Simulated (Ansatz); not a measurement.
## STM study: TiC(100) (Fm-3m bulk, 6 atomic planes (those closer than 0.6 Å count as one), 11 Å, TiC-terminated)

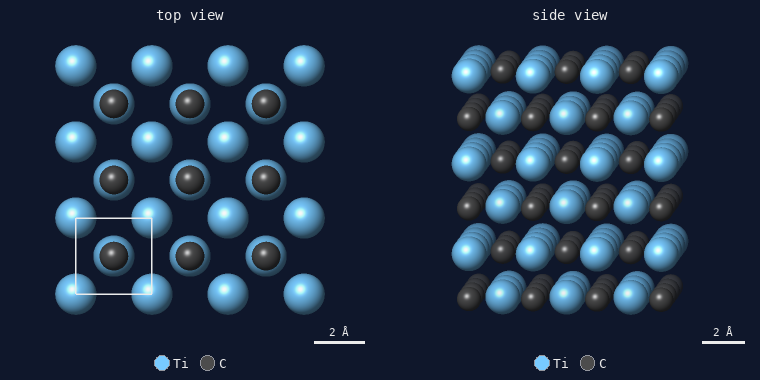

The relaxed structure from above and from the side.

These are results of DFT PBEsol, scalar-relativistic, plane waves, PAW (Ansatz 0.2.0), not measurements. Cutoff 420 eV, 16 × 16 k-points, Gaussian smearing 0.1 eV, dipole correction. The slab is a cut without reconstruction beyond its cell, at the source's lattice constants, with its lower half held fixed and the rest relaxed. No spin polarisation. The run warns that the functional's potential is rough in the thin density of the vacuum, where the tip is; weak contrasts and barriers may feel it.

Tersoff–Hamann simulation (s-wave tip); biases are sample biases. Bias windows are sharp sums over the levels of the k mesh.

```yaml
crystal:
  lattice:
    - [3.06036, 0.00000, 0.00000]
    - [0.00000, 3.06036, 0.00000]
    - [0.00000, 0.00000, 28.82000]
  atoms:
    - { symbol: Ti, position: [0.50000, 0.50000, 0.31228] }
    - { symbol: C, position: [0.00000, 0.00000, 0.31228] }
    - { symbol: Ti, position: [0.00000, 0.00000, 0.38737] }
    - { symbol: C, position: [0.50000, 0.50000, 0.38737] }
    - { symbol: Ti, position: [0.50000, 0.50000, 0.46246] }
    - { symbol: C, position: [0.00000, 0.00000, 0.46246] }
    - { symbol: Ti, position: [0.00000, 0.00000, 0.53642] }
    - { symbol: C, position: [0.50000, 0.50000, 0.53692] }
    - { symbol: Ti, position: [0.50000, 0.50000, 0.61008] }
    - { symbol: C, position: [0.00000, 0.00000, 0.61114] }
    - { symbol: Ti, position: [0.00000, 0.00000, 0.68236] }
    - { symbol: C, position: [0.50000, 0.50000, 0.68624] }
```

### 1. One image

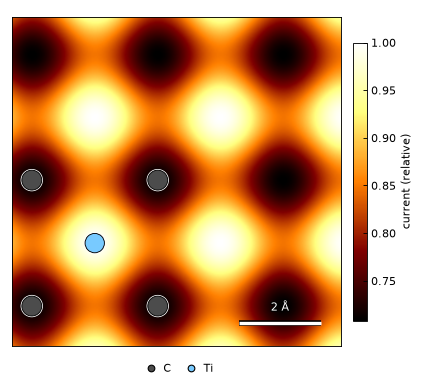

Constant-height image 3.5 Å above the topmost atom of this surface, sample bias +1.50 V. The atoms seen from above are drawn over one corner (deeper ones smaller).

Q: Assign the bright and dark features to the surface structure.

A: The brightest spots lie over the top Ti atoms; the darkest points are over the top C atoms. The brightest point carries 1.4 times the current of the darkest.

### 2. Approach curves

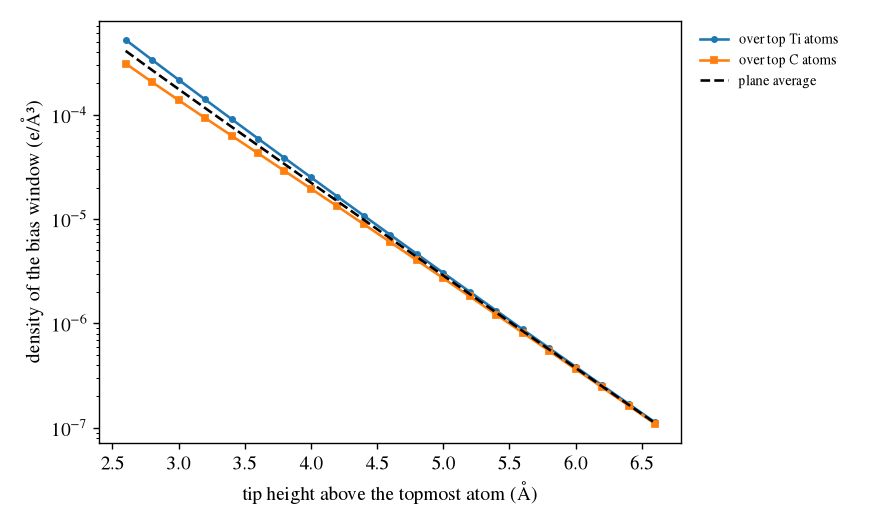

Approach curves over this surface at a sample bias of +1.50 V.

Q: Estimate the decay constant and the apparent barrier, and compare with the vacuum level, which the run puts 4.62 eV above zero bias.

A: Near 4 Å the plane average falls as exp(−2.05 z/Å), a factor of 7.8 per ångström, which gives an apparent barrier of 4.0 eV (0.952 eV Å² times the slope squared). The upper edge of the window lies 3.12 eV under the vacuum level. The apparent barrier is above 3.12 eV. At 4 Å the 0.50 eV of states nearest the upper edge carry 75 % of the density.

### 3. Bias series

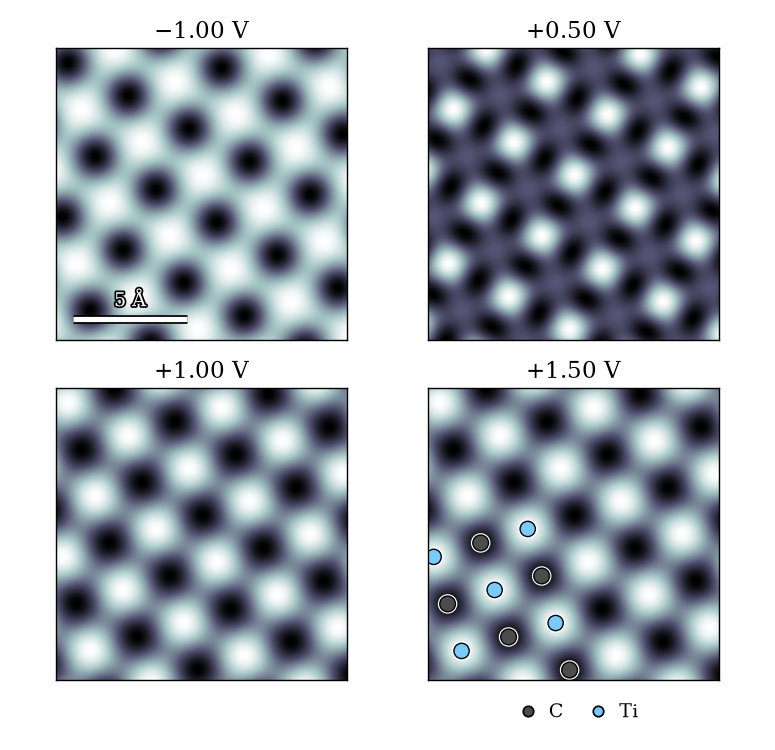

Constant-current images of this surface at 4 sample biases, each on its own colour scale; the last has the atoms seen from above drawn over one corner (deeper ones smaller).

Q: How do the images change with bias?

A:
| bias | set point (e/Å³) | corrugation | brightest over |
| --- | --- | --- | --- |
| −1.00 V | 1.1 × 10⁻⁴ | 6 pm | top C atoms |
| +0.50 V | 1.4 × 10⁻⁵ | 7 pm | top C atoms |
| +1.00 V | 5.5 × 10⁻⁵ | 16 pm | top Ti atoms |
| +1.50 V | 1.8 × 10⁻⁴ | 22 pm | top Ti atoms |

The slab has states at the Fermi level, so this model gives a current down to small biases. Its work function (top face) is 4.62 eV.

The weakest contrasts here depend on the k mesh and on the tip.
